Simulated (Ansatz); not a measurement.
Run report: PtSe, single-point calculation (part 2 of 3)

Continued. System: PtSe (F-43m, 2 atoms in the cell). Method: DFT PBE+U+J, scalar-relativistic, plane waves, PAW, U = 7 eV, J = 0.9 eV on Pt atom 1 d, spin-polarised (Ansatz 0.2.0); cutoff 420 eV, 5×5×5 k-mesh, Gaussian smearing of 0.05 eV, collinear spins. The structure was built on a prototype by a generator; it need not be a known phase. It belongs to a series of runs on one base structure; here: random orbitals: random, high filling.

Geometry of the input (Å; fractional positions):
```
0.0000  3.0374  3.0374
3.0374  0.0000  3.0374
3.0374  3.0374  0.0000
Pt 0.0000  0.0000  0.0000
Se 0.2500  0.2500  0.2500
```

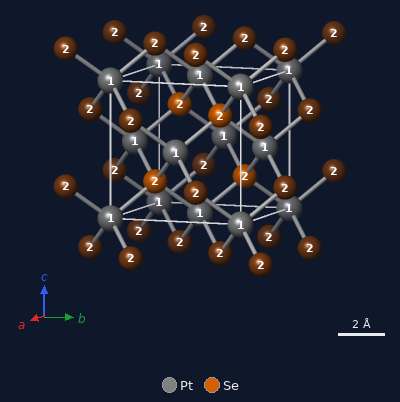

Fig. 1: The structure (ball-and-stick view of the cell 4 times as large as that of the calculation, set on its symmetry axes, seen slightly off an axis; neighbours outside the cell are drawn fainter; atoms are numbered from 1 in the order of the input). An atom can appear more than once, as a periodic image.

### What the program printed, continued
```
SCF iter   1: F=—  HF=-17988.417146 eV  |F-HF|=—  |Δ(HF+E_count)|=         —  Δρ=6.42e-2 (↑4.45e-2 ↓6.42e-2)  dr2=3.80e0  dr2_m=7.33e-1  M=2.000 μB ∫|m|=2.003 μB  β_m=0.30  ethr=3.10e-3  ⟨swp⟩=5.4  Hψ=11687  notcnv=0
preconditioner: auto → none  [insulator: Δε(μ)=0.163 eV  Ē_g=10.560 eV  σ=0.050 eV  W_gap=0.98  n_scr=14 (ndim 8)  ℏωp=19.8 eV  f_vac=0.156  D(μ)=0.02/eV (n_scr^D=0)  ε∞_Penn≈4.5]
SCF iter   2: F=—  HF=-17987.566763 eV  |F-HF|=—  |Δ(HF+E_count)|=   8.50e-1  Δρ=4.41e-2 (↑1.67e-2 ↓4.41e-2)  dr2=2.63e-1  dr2_m=3.62e-1  M=1.972 μB ∫|m|=1.977 μB  β_m=0.30  ethr=3.10e-3  ⟨swp⟩=3.0  Hψ=5464  notcnv=0  defer=108
SCF iter   3: F=—  HF=-17987.614001 eV  |F-HF|=—  |Δ(HF+E_count)|=   4.72e-2  Δρ=3.04e-2 (↑1.16e-2 ↓3.04e-2)  dr2=9.60e-2  dr2_m=1.89e-1  M=1.971 μB ∫|m|=1.978 μB  β_m=0.30  ethr=7.75e-4  ⟨swp⟩=2.1  Hψ=4124  notcnv=0  defer=97
SCF iter   4: F=—  HF=-17987.643992 eV  |F-HF|=—  |Δ(HF+E_count)|=   3.00e-2  Δρ=1.49e-2 (↑1.39e-2 ↓1.49e-2)  dr2=1.75e-3  dr2_m=1.06e-1  M=1.977 μB ∫|m|=1.984 μB  β_m=0.30  ethr=2.82e-4  ⟨swp⟩=2.8  Hψ=5288  notcnv=0  defer=96
SCF iter   5: F=—  HF=-17987.671032 eV  |F-HF|=—  |Δ(HF+E_count)|=   2.70e-2  Δρ=1.06e-2 (↑1.03e-2 ↓1.06e-2)  dr2=2.71e-4  dr2_m=5.60e-2  M=1.982 μB ∫|m|=1.990 μB  β_m=1.00  ethr=5.16e-6  ⟨swp⟩=2.0  Hψ=5225  notcnv=0  defer=94
SCF iter   6: F=—  HF=-17987.702045 eV  |F-HF|=—  |Δ(HF+E_count)|=   3.10e-2  Δρ=1.57e-3 (↑8.95e-4 ↓1.57e-3)  dr2=1.11e-3  dr2_m=6.45e-4  M=1.991 μB ∫|m|=2.001 μB  β_m=1.00  ethr=7.98e-7  ⟨swp⟩=3.0  Hψ=7501  notcnv=0  defer=94
SCF iter   7: F=—  HF=-17987.703115 eV  |F-HF|=—  |Δ(HF+E_count)|=   1.07e-3  Δρ=3.78e-4 (↑2.58e-4 ↓3.78e-4)  dr2=2.08e-4  dr2_m=8.22e-6  M=1.991 μB ∫|m|=2.001 μB  β_m=1.00  ethr=7.98e-7  ⟨swp⟩=2.0  Hψ=5319  notcnv=0  defer=94
SCF iter   8: F=—  HF=-17987.703851 eV  |F-HF|=—  |Δ(HF+E_count)|=   7.36e-4  Δρ=3.07e-4 (↑1.35e-4 ↓3.07e-4)  dr2=1.54e-4  dr2_m=6.56e-6  M=1.989 μB ∫|m|=1.999 μB  β_m=0.30  ethr=6.12e-7  ⟨swp⟩=2.5  Hψ=4342  notcnv=0  defer=94
Mixer restart at iter 8: flushing history
spin-set hold released at iteration 8 (site moments contracting): the magnetisation degrees of freedom join the quasi-Newton model from the next iteration; the mixer history was flushed
SCF iter   9: F=—  HF=-17987.704204 eV  |F-HF|=—  |Δ(HF+E_count)|=   3.54e-4  Δρ=8.50e-5 (↑8.50e-5 ↓6.72e-5)  dr2=3.34e-6  dr2_m=1.29e-6  M=1.990 μB ∫|m|=2.000 μB  β_m=0.57  ethr=4.53e-7  ⟨swp⟩=1.9  Hψ=3981  notcnv=0  defer=94
SCF iter  10: F=—  HF=-17987.704702 eV  |F-HF|=—  |Δ(HF+E_count)|=   4.98e-4  Δρ=4.66e-4 (↑2.47e-4 ↓4.66e-4)  dr2=4.72e-4  dr2_m=1.06e-5  M=1.988 μB ∫|m|=1.998 μB  β_m=0.45  ethr=9.83e-9  ⟨swp⟩=3.0  Hψ=6367  notcnv=0  defer=94
SCF iter  11: F=—  HF=-17987.704600 eV  |F-HF|=—  |Δ(HF+E_count)|=   1.02e-4  Δρ=3.16e-5 (↑2.83e-5 ↓3.16e-5)  dr2=7.17e-8  dr2_m=4.38e-7  M=1.990 μB ∫|m|=2.000 μB  β_m=0.61  ethr=9.83e-9  ⟨swp⟩=3.0  Hψ=5775  notcnv=0  defer=94
SCF iter  12: F=—  HF=-17987.704600 eV  |F-HF|=—  |Δ(HF+E_count)|=   2.94e-7  Δρ=1.36e-5 (↑1.36e-5 ↓1.31e-5)  dr2=1.99e-9  dr2_m=9.10e-8  M=1.990 μB ∫|m|=2.000 μB  β_m=0.61  ethr=2.11e-10  ⟨swp⟩=2.1  Hψ=4817  notcnv=0  defer=94
Mixer restart at iter 12: flushing history
SCF iter  13: F=—  HF=-17987.704954 eV  |F-HF|=—  |Δ(HF+E_count)|=         —  Δρ=2.03e-5 (↑1.58e-5 ↓2.03e-5)  dr2=1.25e-7  dr2_m=1.50e-7  M=1.990 μB ∫|m|=2.000 μB  β_m=0.61  ethr=5.84e-12  ⟨swp⟩=2.1  Hψ=3988  notcnv=0  defer=94
SCF iter  14: F=—  HF=-17987.961785 eV  |F-HF|=—  |Δ(HF+E_count)|=   2.57e-1  Δρ=1.28e-2 (↑2.89e-3 ↓1.28e-2)  dr2=1.33e-1  dr2_m=2.19e-2  M=1.823 μB ∫|m|=1.834 μB  β_m=0.05  ethr=5.84e-12  ⟨swp⟩=6.0  Hψ=8509  notcnv=0  defer=94
SCF iter  15: F=—  HF=-17987.970326 eV  |F-HF|=—  |Δ(HF+E_count)|=   8.54e-3  Δρ=1.25e-2 (↑2.83e-3 ↓1.25e-2)  dr2=1.18e-1  dr2_m=2.16e-2  M=1.820 μB ∫|m|=1.831 μB  β_m=0.01  ethr=5.84e-12  ⟨swp⟩=5.6  Hψ=10975  notcnv=0  defer=92
SCF iter  16: F=—  HF=-17987.965108 eV  |F-HF|=—  |Δ(HF+E_count)|=   5.22e-3  Δρ=1.12e-2 (↑2.52e-3 ↓1.12e-2)  dr2=9.01e-2  dr2_m=1.78e-2  M=1.829 μB ∫|m|=1.839 μB  β_m=0.03  ethr=5.84e-12  ⟨swp⟩=6.0  Hψ=10807  notcnv=0  defer=92
SCF iter  17: F=—  HF=-17987.949337 eV  |F-HF|=—  |Δ(HF+E_count)|=   1.58e-2  Δρ=5.91e-3 (↑2.20e-3 ↓5.91e-3)  dr2=8.53e-3  dr2_m=6.57e-3  M=1.872 μB ∫|m|=1.883 μB  β_m=0.11  ethr=5.84e-12  ⟨swp⟩=6.9  Hψ=13081  notcnv=0  defer=94
SCF iter  18: F=—  HF=-17988.031371 eV  |F-HF|=—  |Δ(HF+E_count)|=   8.20e-2  Δρ=5.97e-3 (↑4.08e-3 ↓5.97e-3)  dr2=8.97e-3  dr2_m=8.01e-3  M=1.837 μB ∫|m|=1.848 μB  β_m=0.35  ethr=5.84e-12  ⟨swp⟩=6.5  Hψ=13660  notcnv=0  defer=92
SCF iter  19: F=—  HF=-17988.223154 eV  |F-HF|=—  |Δ(HF+E_count)|=   1.92e-1  Δρ=1.41e-2 (↑4.85e-3 ↓1.41e-2)  dr2=7.90e-2  dr2_m=3.63e-2  M=1.584 μB ∫|m|=1.595 μB  β_m=0.28  ethr=5.84e-12  ⟨swp⟩=6.3  Hψ=13113  notcnv=0  defer=96
SCF iter  20: F=—  HF=-17988.376604 eV  |F-HF|=—  |Δ(HF+E_count)|=   1.53e-1  Δρ=1.38e-2 (↑3.92e-3 ↓1.38e-2)  dr2=5.73e-2  dr2_m=3.41e-2  M=1.460 μB ∫|m|=1.471 μB  β_m=0.97  ethr=5.84e-12  ⟨swp⟩=7.0  Hψ=14118  notcnv=0  defer=96
SCF iter  21: F=—  HF=-17988.693039 eV  |F-HF|=—  |Δ(HF+E_count)|=   3.16e-1  Δρ=2.05e-2 (↑8.12e-3 ↓2.05e-2)  dr2=3.39e-1  dr2_m=6.30e-2  M=1.198 μB ∫|m|=1.211 μB  β_m=0.95  ethr=5.84e-12  ⟨swp⟩=6.5  Hψ=13538  notcnv=0  defer=97  recentre
SCF iter  22: F=—  HF=-17988.846084 eV  |F-HF|=—  |Δ(HF+E_count)|=   1.53e-1  Δρ=1.69e-2 (↑7.11e-3 ↓1.69e-2)  dr2=2.67e-1  dr2_m=4.47e-2  M=1.090 μB ∫|m|=1.106 μB  β_m=0.99  ethr=5.84e-12  ⟨swp⟩=6.5  Hψ=13817  notcnv=0  defer=95
SCF iter  23: F=—  HF=-17988.946698 eV  |F-HF|=—  |Δ(HF+E_count)|=   1.01e-1  Δρ=8.85e-3 (↑3.76e-3 ↓8.85e-3)  dr2=5.86e-2  dr2_m=1.33e-2  M=1.052 μB ∫|m|=1.075 μB  β_m=0.56  ethr=5.84e-12  ⟨swp⟩=7.0  Hψ=14086  notcnv=0  defer=98
SCF iter  24: F=—  HF=-17988.987520 eV  |F-HF|=—  |Δ(HF+E_count)|=   4.08e-2  Δρ=7.05e-3 (↑2.27e-3 ↓7.05e-3)  dr2=2.64e-2  dr2_m=5.65e-3  M=0.937 μB ∫|m|=0.985 μB  β_m=0.96  ethr=5.84e-12  ⟨swp⟩=7.1  Hψ=14166  notcnv=0  defer=105
SCF iter  25: F=—  HF=-17988.946024 eV  |F-HF|=—  |Δ(HF+E_count)|=   4.15e-2  Δρ=1.68e-2 (↑3.23e-3 ↓1.68e-2)  dr2=2.45e-1  dr2_m=2.92e-2  M=0.780 μB ∫|m|=0.915 μB  β_m=0.98  ethr=5.84e-12  ⟨swp⟩=7.0  Hψ=13990  notcnv=0  defer=104  recentre
SCF iter  26: F=—  HF=-17989.014087 eV  |F-HF|=—  |Δ(HF+E_count)|=   6.81e-2  Δρ=6.63e-3 (↑1.47e-3 ↓6.63e-3)  dr2=2.30e-2  dr2_m=7.10e-3  M=0.876 μB ∫|m|=0.916 μB  β_m=0.99  ethr=5.84e-12  ⟨swp⟩=6.7  Hψ=13723  notcnv=0  defer=106
SCF iter  27: F=—  HF=-17989.031078 eV  |F-HF|=—  |Δ(HF+E_count)|=   1.70e-2  Δρ=3.37e-3 (↑7.12e-4 ↓3.37e-3)  dr2=3.87e-3  dr2_m=1.48e-3  M=0.976 μB ∫|m|=0.994 μB  β_m=0.51  ethr=5.84e-12  ⟨swp⟩=6.5  Hψ=13453  notcnv=0  defer=106
SCF iter  28: F=—  HF=-17989.056168 eV  |F-HF|=—  |Δ(HF+E_count)|=   2.51e-2  Δρ=2.83e-3 (↑7.59e-4 ↓2.83e-3)  dr2=5.78e-3  dr2_m=9.56e-4  M=0.944 μB ∫|m|=0.975 μB  β_m=0.80  ethr=5.84e-12  ⟨swp⟩=6.1  Hψ=13006  notcnv=0  defer=106
SCF iter  29: F=—  HF=-17989.065449 eV  |F-HF|=—  |Δ(HF+E_count)|=   9.28e-3  Δρ=3.88e-3 (↑7.57e-4 ↓3.88e-3)  dr2=1.15e-2  dr2_m=1.57e-3  M=0.930 μB ∫|m|=0.969 μB  β_m=0.90  ethr=5.84e-12  ⟨swp⟩=6.0  Hψ=12566  notcnv=0  defer=105
SCF iter  30: F=—  HF=-17989.080620 eV  |F-HF|=—  |Δ(HF+E_count)|=   1.52e-2  Δρ=1.87e-3 (↑9.19e-4 ↓1.87e-3)  dr2=5.07e-3  dr2_m=2.59e-4  M=0.933 μB ∫|m|=0.965 μB  β_m=0.80  ethr=5.84e-12  ⟨swp⟩=6.0  Hψ=12864  notcnv=0  defer=105
SCF iter  31: F=—  HF=-17989.084591 eV  |F-HF|=—  |Δ(HF+E_count)|=   3.97e-3  Δρ=7.54e-4 (↑2.55e-4 ↓7.54e-4)  dr2=1.53e-4  dr2_m=8.86e-5  M=0.922 μB ∫|m|=0.953 μB  β_m=0.90  ethr=5.84e-12  ⟨swp⟩=6.0  Hψ=12511  notcnv=0  defer=105
SCF iter  32: F=—  HF=-17989.086247 eV  |F-HF|=—  |Δ(HF+E_count)|=   1.66e-3  Δρ=5.13e-4 (↑2.64e-4 ↓5.13e-4)  dr2=2.83e-4  dr2_m=3.05e-5  M=0.912 μB ∫|m|=0.946 μB  β_m=0.88  ethr=5.84e-12  ⟨swp⟩=5.7  Hψ=11152  notcnv=0  defer=105
SCF iter  33: F=—  HF=-17989.086620 eV  |F-HF|=—  |Δ(HF+E_count)|=   3.73e-4  Δρ=4.09e-4 (↑1.22e-4 ↓4.09e-4)  dr2=5.36e-5  dr2_m=2.51e-5  M=0.908 μB ∫|m|=0.942 μB  β_m=0.94  ethr=5.84e-12  ⟨swp⟩=6.0  Hψ=10853  notcnv=0  defer=105
SCF iter  34: F=—  HF=-17989.086766 eV  |F-HF|=—  |Δ(HF+E_count)|=   1.46e-4  Δρ=3.30e-4 (↑8.02e-5 ↓3.30e-4)  dr2=2.33e-5  dr2_m=1.74e-5  M=0.911 μB ∫|m|=0.946 μB  β_m=0.97  ethr=5.84e-12  ⟨swp⟩=5.0  Hψ=10090  notcnv=0  defer=105
SCF iter  35: F=—  HF=-17989.086902 eV  |F-HF|=—  |Δ(HF+E_count)|=   1.36e-4  Δρ=5.58e-4 (↑1.09e-4 ↓5.58e-4)  dr2=1.77e-4  dr2_m=3.68e-5  M=0.916 μB ∫|m|=0.946 μB  β_m=0.98  ethr=5.84e-12  ⟨swp⟩=5.7  Hψ=10359  notcnv=0  defer=105  recentre
SCF iter  36: F=—  HF=-17989.087128 eV  |F-HF|=—  |Δ(HF+E_count)|=   2.26e-4  Δρ=2.71e-4 (↑1.33e-4 ↓2.71e-4)  dr2=5.89e-5  dr2_m=9.74e-6  M=0.915 μB ∫|m|=0.948 μB  β_m=0.36  ethr=5.84e-12  ⟨swp⟩=5.0  Hψ=10121  notcnv=0  defer=105
SCF iter  37: F=—  HF=-17989.087345 eV  |F-HF|=—  |Δ(HF+E_count)|=   2.18e-4  Δρ=2.00e-4 (↑4.84e-5 ↓2.00e-4)  dr2=9.69e-6  dr2_m=6.45e-6  M=0.920 μB ∫|m|=0.951 μB  β_m=0.45  ethr=5.84e-12  ⟨swp⟩=5.2  Hψ=9809  notcnv=0  defer=105
SCF iter  38: F=—  HF=-17989.087670 eV  |F-HF|=—  |Δ(HF+E_count)|=   3.25e-4  Δρ=1.35e-4 (↑3.88e-5 ↓1.35e-4)  dr2=3.04e-6  dr2_m=3.23e-6  M=0.928 μB ∫|m|=0.957 μB  β_m=0.71  ethr=5.84e-12  ⟨swp⟩=5.3  Hψ=10099  notcnv=0  defer=105
SCF iter  39: F=—  HF=-17989.087850 eV  |F-HF|=—  |Δ(HF+E_count)|=   1.80e-4  Δρ=1.48e-4 (↑3.74e-5 ↓1.48e-4)  dr2=3.15e-6  dr2_m=3.86e-6  M=0.938 μB ∫|m|=0.964 μB  β_m=0.86  ethr=5.84e-12  ⟨swp⟩=5.3  Hψ=10157  notcnv=0  defer=105
SCF iter  40: F=—  HF=-17989.087880 eV  |F-HF|=—  |Δ(HF+E_count)|=   2.93e-5  Δρ=1.18e-4 (↑3.83e-5 ↓1.18e-4)  dr2=1.42e-6  dr2_m=2.66e-6  M=0.940 μB ∫|m|=0.966 μB  β_m=0.93  ethr=5.84e-12  ⟨swp⟩=4.0  Hψ=7920  notcnv=0  defer=105
SCF iter  41: F=—  HF=-17989.087942 eV  |F-HF|=—  |Δ(HF+E_count)|=   6.24e-5  Δρ=9.86e-5 (↑3.37e-5 ↓9.86e-5)  dr2=1.83e-6  dr2_m=1.80e-6  M=0.945 μB ∫|m|=0.970 μB  β_m=0.96  ethr=5.84e-12  ⟨swp⟩=4.2  Hψ=8063  notcnv=0  defer=105
SCF iter  42: F=—  HF=-17989.087980 eV  |F-HF|=—  |Δ(HF+E_count)|=   3.84e-5  Δρ=8.57e-5 (↑3.14e-5 ↓8.57e-5)  dr2=1.39e-6  dr2_m=1.33e-6  M=0.949 μB ∫|m|=0.973 μB  β_m=0.25  ethr=5.84e-12  ⟨swp⟩=4.0  Hψ=8022  notcnv=0  defer=105
SCF iter  43: F=—  HF=-17989.088021 eV  |F-HF|=—  |Δ(HF+E_count)|=   4.10e-5  Δρ=6.67e-5 (↑1.69e-5 ↓6.67e-5)  dr2=6.55e-7  dr2_m=7.38e-7  M=0.954 μB ∫|m|=0.977 μB  β_m=0.45  ethr=5.84e-12  ⟨swp⟩=4.0  Hψ=8033  notcnv=0  defer=105
SCF iter  44: F=—  HF=-17989.088073 eV  |F-HF|=—  |Δ(HF+E_count)|=   5.13e-5  Δρ=5.08e-5 (↑2.18e-5 ↓5.08e-5)  dr2=3.65e-7  dr2_m=5.27e-7  M=0.962 μB ∫|m|=0.984 μB  β_m=0.89  ethr=5.84e-12  ⟨swp⟩=4.9  Hψ=8903  notcnv=0  defer=105
SCF iter  45: F=—  HF=-17989.088115 eV  |F-HF|=—  |Δ(HF+E_count)|=   4.27e-5  Δρ=5.68e-5 (↑3.14e-5 ↓5.68e-5)  dr2=2.29e-6  dr2_m=5.32e-7  M=0.973 μB ∫|m|=0.994 μB  β_m=0.89  ethr=5.84e-12  ⟨swp⟩=5.0  Hψ=10037  notcnv=0  defer=105
SCF iter  46: F=—  HF=-17989.088123 eV  |F-HF|=—  |Δ(HF+E_count)|=   7.87e-6  Δρ=4.16e-5 (↑2.16e-5 ↓4.16e-5)  dr2=2.37e-6  dr2_m=2.04e-7  M=0.977 μB ∫|m|=0.997 μB  β_m=0.86  ethr=5.84e-12  ⟨swp⟩=4.5  Hψ=8780  notcnv=0  defer=105
SCF iter  47: F=—  HF=-17989.088124 eV  |F-HF|=—  |Δ(HF+E_count)|=   1.06e-6  Δρ=1.35e-5 (↑1.10e-5 ↓1.35e-5)  dr2=9.50e-8  dr2_m=5.53e-8  M=0.978 μB ∫|m|=0.998 μB  β_m=0.93  ethr=5.84e-12  ⟨swp⟩=8.1  Hψ=19583  notcnv=0
SCF iter  48: F=—  HF=-17989.088125 eV  |F-HF|=—  |Δ(HF+E_count)|=   7.93e-7  Δρ=1.21e-5 (↑6.66e-6 ↓1.21e-5)  dr2=1.32e-7  dr2_m=2.73e-8  M=0.979 μB ∫|m|=0.999 μB  β_m=0.96  ethr=5.84e-12  ⟨swp⟩=9.0  Hψ=19046  notcnv=0
iter 49 did not close the SCF: its close was put off for a magnetic moment that had not settled (scf_convergence_deferred on its scf_iter line)
SCF iter  49: F=-17989.088125 eV  HF=-17989.088125 eV  |F-HF|=3.64e-8  |Δ(HF+E_count)|=   2.40e-7  Δρ=7.68e-6 (↑4.40e-6 ↓7.68e-6)  dr2=5.96e-8  dr2_m=8.04e-9  M=0.979 μB ∫|m|=0.999 μB  β_m=0.84  ethr=5.84e-12  ⟨swp⟩=5.4  Hψ=17254  notcnv=0
iter 50 did not close the SCF: its close was put off for a magnetic moment that had not settled (scf_convergence_deferred on its scf_iter line)
SCF iter  50: F=-17989.088126 eV  HF=-17989.088125 eV  |F-HF|=1.73e-8  |Δ(HF+E_count)|=   5.20e-8  Δρ=5.22e-6 (↑2.17e-6 ↓5.22e-6)  dr2=7.74e-9  dr2_m=4.98e-9  M=0.979 μB ∫|m|=0.999 μB  β_m=0.92  ethr=5.84e-12  ⟨swp⟩=5.2  Hψ=17044  notcnv=0
iter 51 did not close the SCF: its close was put off for a magnetic moment that had not settled (scf_convergence_deferred on its scf_iter line)
SCF iter  51: F=-17989.088126 eV  HF=-17989.088126 eV  |F-HF|=1.94e-8  |Δ(HF+E_count)|=   4.37e-8  Δρ=5.42e-6 (↑1.32e-6 ↓5.42e-6)  dr2=6.99e-9  dr2_m=4.72e-9  M=0.979 μB ∫|m|=0.999 μB  β_m=0.96  ethr=5.84e-12  ⟨swp⟩=5.0  Hψ=14664  notcnv=0
iter 52 did not close the SCF: its close was put off for a magnetic moment that had not settled (scf_convergence_deferred on its scf_iter line)
SCF iter  52: F=-17989.088126 eV  HF=-17989.088126 eV  |F-HF|=2.21e-8  |Δ(HF+E_count)|=   8.67e-8  Δρ=5.60e-6 (↑9.82e-7 ↓5.60e-6)  dr2=5.99e-9  dr2_m=4.95e-9  M=0.979 μB ∫|m|=0.999 μB  β_m=0.98  ethr=5.84e-12  ⟨swp⟩=4.7  Hψ=15096  notcnv=0
iter 53 did not close the SCF: its close was put off for a magnetic moment that had not settled (scf_convergence_deferred on its scf_iter line)
SCF iter  53: F=-17989.088126 eV  HF=-17989.088126 eV  |F-HF|=2.35e-8  |Δ(HF+E_count)|=   1.97e-8  Δρ=5.42e-6 (↑7.84e-7 ↓5.42e-6)  dr2=3.42e-9  dr2_m=4.80e-9  M=0.979 μB ∫|m|=0.999 μB  β_m=0.99  ethr=5.84e-12  ⟨swp⟩=4.9  Hψ=14807  notcnv=0
iter 54 did not close the SCF: its close was put off for a magnetic moment that had not settled (scf_convergence_deferred on its scf_iter line)
SCF iter  54: F=-17989.088126 eV  HF=-17989.088126 eV  |F-HF|=2.32e-8  |Δ(HF+E_count)|=   5.18e-9  Δρ=5.40e-6 (↑8.62e-7 ↓5.40e-6)  dr2=3.51e-9  dr2_m=4.80e-9  M=0.979 μB ∫|m|=0.999 μB  β_m=1.00  ethr=5.84e-12  ⟨swp⟩=4.4  Hψ=13614  notcnv=0
iter 55 did not close the SCF: its close was put off for a magnetic moment that had not settled (scf_convergence_deferred on its scf_iter line)
SCF iter  55: F=-17989.088125 eV  HF=-17989.088125 eV  |F-HF|=2.04e-8  |Δ(HF+E_count)|=   1.82e-7  Δρ=5.07e-6 (↑1.13e-6 ↓5.07e-6)  dr2=3.17e-9  dr2_m=4.43e-9  M=0.979 μB ∫|m|=0.999 μB  β_m=0.30  ethr=5.84e-12  ⟨swp⟩=4.2  Hψ=15242  notcnv=0
iter 56 did not close the SCF: its close was put off for a magnetic moment that had not settled (scf_convergence_deferred on its scf_iter line)
SCF iter  56: F=-17989.088125 eV  HF=-17989.088125 eV  |F-HF|=1.74e-8  |Δ(HF+E_count)|=   2.03e-7  Δρ=4.61e-6 (↑9.79e-7 ↓4.61e-6)  dr2=2.40e-9  dr2_m=3.63e-9  M=0.979 μB ∫|m|=0.999 μB  β_m=0.53  ethr=5.84e-12  ⟨swp⟩=4.2  Hψ=15299  notcnv=0
iter 57 did not close the SCF: its close was put off for a magnetic moment that had not settled (scf_convergence_deferred on its scf_iter line)
SCF iter  57: F=-17989.088125 eV  HF=-17989.088125 eV  |F-HF|=1.16e-8  |Δ(HF+E_count)|=   3.90e-7  Δρ=3.80e-6 (↑1.06e-6 ↓3.80e-6)  dr2=1.65e-9  dr2_m=2.62e-9  M=0.979 μB ∫|m|=0.999 μB  β_m=0.72  ethr=5.84e-12  ⟨swp⟩=5.4  Hψ=17193  notcnv=0
iter 58 did not close the SCF: its close was put off for a magnetic moment that had not settled (scf_convergence_deferred on its scf_iter line)
SCF iter  58: F=-17989.088124 eV  HF=-17989.088124 eV  |F-HF|=6.36e-9  |Δ(HF+E_count)|=   3.67e-7  Δρ=2.77e-6 (↑1.08e-6 ↓2.77e-6)  dr2=8.37e-10  dr2_m=1.56e-9  M=0.979 μB ∫|m|=0.999 μB  β_m=1.00  ethr=4.86e-12  ⟨swp⟩=5.2  Hψ=16882  notcnv=0
SCF iter  59: F=-17989.088124 eV  HF=-17989.088124 eV  |F-HF|=3.40e-9  |Δ(HF+E_count)|=   1.73e-7  Δρ=2.11e-6 (↑5.09e-7 ↓2.11e-6)  dr2=7.62e-10  dr2_m=7.34e-10  M=0.978 μB ∫|m|=0.999 μB  ethr=2.46e-12  ⟨swp⟩=4.6  Hψ=16302  notcnv=0
```
